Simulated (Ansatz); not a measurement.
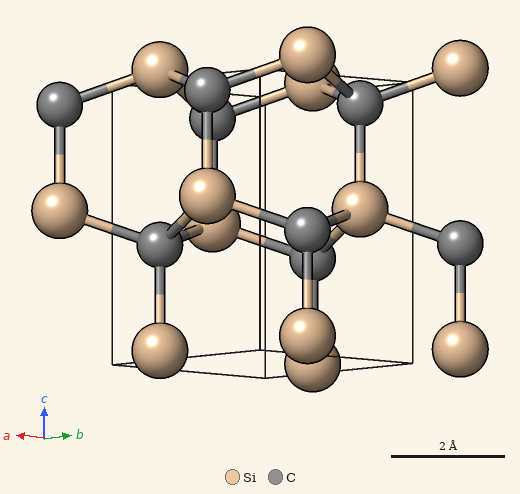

Starting structure of solid SiC (built on the wurtzite type). A ball-and-stick model of the cell of the calculation, repeated 2 × 2 × 1 with one cell outlined, seen from a free direction.

Theory: DFT, r2SCAN, plane waves, PAW in Ansatz.

Input file:
```yaml
crystal:
  lattice:
    - [3.0918273337, 0.0, 0.0]
    - [-1.5459136669, 2.6776010151, 0.0]
    - [0.0, 0.0, 5.0742732797]
  atoms:
    - { symbol: Si, position: [0.3333333333, 0.6666666667, -0.0004133941] }
    - { symbol: Si, position: [0.6666666667, 0.3333333333, 0.4995866059] }
    - { symbol: C, position: [0.3333333333, 0.6666666667, 0.3754133941] }
    - { symbol: C, position: [0.6666666667, 0.3333333333, 0.8754133941] }
kpoints:
  mp_grid: { grid: [12, 12, 4] }
hamiltonian:
  xc: r2scan
scf:
  occupations: { method: fermi_dirac, width: 0.02 }
relax:
  f_tol: 0.005
  cell: {}
```

Run as
```bash
ansatz run input.yaml --threads 4 --pin off --max-ram 7372MiB --backend cpu --events-out ev --progress --plain --runs-dir out
```

Question: Predict the outcome.

Answer: The atoms keep their places relative to the cell (all moves are under 0.005 Å). Cell: a = b 3.092 → 3.075 Å (−0.5 %), c 5.074 → 5.048 Å (−0.5 %). Volume −1.6 %. Among the contacts that change: Si1–C4 1.893 → 1.883 Å, Si1–C3 1.907 → 1.897 Å. The space group stays P6_3mc (No. 186). Over 4 accepted moves (5 points after the start) the energy falls by 1.8 meV per atom. The largest force component goes from 0.003 to 0.00021 eV/Å. The pressure goes from −3.50 to 0.00 GPa. The SCF was repeated once at an unchanged geometry on a basis and grid sized afresh for the cell, which shifted the energy by less than 0.05 meV per atom at most.

Final geometry:

```
CELL_PARAMETERS angstrom
3.07536 0.00000 0.00000
-1.53768 2.66334 0.00000
0.00000 0.00000 5.04811
ATOMIC_POSITIONS crystal
Si 0.33333 0.66667 0.99959
Si 0.66667 0.33333 0.49959
C 0.33333 0.66667 0.37541
C 0.66667 0.33333 0.87541
```
